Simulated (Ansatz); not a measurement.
# Ti₂Co: what the fields show

Input

```
crystal:
  lattice:
    - [0.0, 3.4874130745, 3.4874130745]
    - [3.4874130745, 0.0, 3.4874130745]
    - [3.4874130745, 3.4874130745, 0.0]
  atoms:
    - { symbol: Ti, position: [0.625, 0.625, 0.625] }
    - { symbol: Ti, position: [0.125, 0.625, 0.625] }
    - { symbol: Ti, position: [0.625, 0.625, 0.125] }
    - { symbol: Ti, position: [0.625, 0.125, 0.625] }
    - { symbol: Co, position: [0.0, 0.0, 0.0], spin: 1.09 }
    - { symbol: Co, position: [0.25, 0.25, 0.25], spin: 1.09 }
basis:
  ecutwfc: 420
kpoints:
  mp_grid: { grid: [10, 10, 10] }
hamiltonian:
  xc: pbesol
scf:
  occupations: { method: gaussian, width: 0.1 }
output:
  forces: true
  stress: true
  eigenvalues: true
  populations: true
  write_density: true
  write_potential: true
  elf: true
  volumetric_format: npy
magnetization:
  spin_polarized: true
relax:
  adjacent_minimum: "off"
  f_tol: 0.01
  max_steps: 80
  cell: { stress_tol: 0.05 }
```

Launched as:

```sh
ansatz run input.yaml --threads 4 --pin off --max-ram 9216MiB --backend cpu --events-out ev --progress --plain --runs-dir out
```

Below, planes, directions and counts refer to the conventional cell (a = 6.98 Å, b = 6.98 Å, c = 6.98 Å, α = 90.00°, β = 90.00°, γ = 90.00°).

Space group Fd-3m; spin-polarised.

All numbers below come from DFT PBEsol, scalar-relativistic, plane waves, PAW in Ansatz 0.2.0.

Core electrons are frozen (PAW), and the valence fields are smoothed inside the atomic spheres.

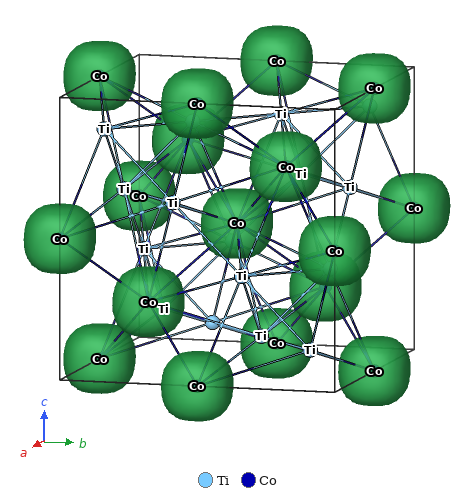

Figure 1. Isosurface of the spin density at +0.04 e/Å³ (green), seen slightly off an axis. Sticks mark near contacts.

> Which atoms carry the moments, and with what signs?

The spin density sits on Co: +1.0 μB (×8) in one cell of 24 atoms: parallel main moments (a ferromagnetic arrangement) in this solution. The cell of the calculation (6 atoms) carries 1.9 μB of net spin moment.

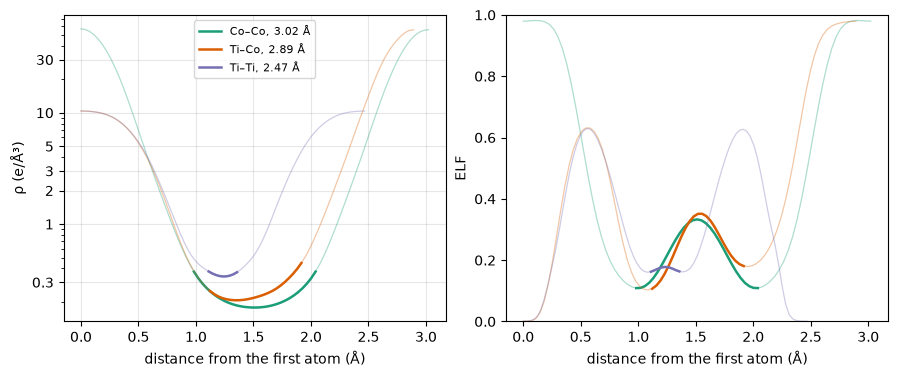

Figure 2. Valence electron density and ELF along straight lines between neighbouring atoms. Thin, pale parts lie inside the atomic spheres.

> Compare the contacts.

Co–Co (3.02 Å): the density is about 0.18 e/Å³ at the midpoint; the ELF is about 0.35 at the midpoint.
Ti–Co (2.89 Å): ρ is about 0.21 e/Å³ halfway; the ELF is about 0.35 at the midpoint.
Ti–Ti (2.47 Å): ρ is about 0.34 e/Å³ halfway; the ELF is about 0.20 at the midpoint; no localised pair shows between them.

> Does the calculation give a band gap?

It is metallic or semimetallic at this level of theory: no gap opens.
